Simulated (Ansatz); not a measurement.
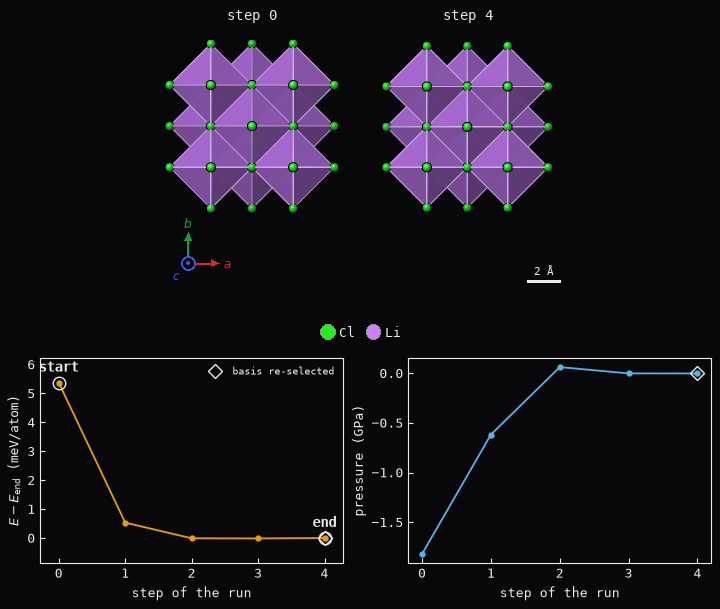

First and last geometry of a relaxation of crystalline LiCl (set up in Fm-3m), with the history of the run. Style: polyhedral. Shown: the conventional cell (4 times the calculation's cell), along the c axis. Lengths and directions refer to the drawn axes.

The run lets cell and atoms move.

Method: Kohn-Sham DFT of a periodic cell, PBE with D3(BJ), Ansatz PAW in Ansatz.

Input
```yaml
crystal:
  lattice:
    - [0.0, 2.56477, 2.56477]
    - [2.56477, 0.0, 2.56477]
    - [2.56477, 2.56477, 0.0]
  atoms:
    - { symbol: Cl, position: [0.5, 0.5, 0.5] }
    - { symbol: Li, position: [0.0, 0.0, 0.0] }
hamiltonian:
  xc: pbe
  pseudopotentials: { kind: paw }
  dispersion: d3bj
kpoints:
  mp_grid: { grid: [9, 9, 9] }
scf:
  occupations: { method: fermi_dirac, width: 0.05 }
output:
  forces: true
  stress: true
  write_density: true
  write_potential: true
  elf: true
  volumetric_format: npy
relax:
  f_tol: 0.01
  max_steps: 40
  cell: { stress_tol: 0.05 }
```

Launched with:
```bash
ansatz run input.yaml --threads 2 --pin off --max-ram 5632MiB --backend cpu --events-out ev --progress --plain --runs-dir out
```

> What do the curves and the structures tell?

It converged. The atoms keep their places relative to the cell (all moves are under 0.005 Å). The drawn cell changes as follows: a = b = c 5.130 → 5.037 Å (−1.8 %); the volume changes by −5.3 %. Some distances before and after: Cl–Li 2.565 → 2.518 Å. The space group stays Fm-3m (No. 225). Over 3 accepted moves (4 points after the start) the energy falls by 5.4 meV per atom. All forces vanish by symmetry, so only the cell relaxes. The pressure goes from −1.82 to 0.00 GPa. At 1 point the geometry stayed and the basis and grid were re-selected for the new cell (energy shift of less than 0.05 meV per atom at most each time).
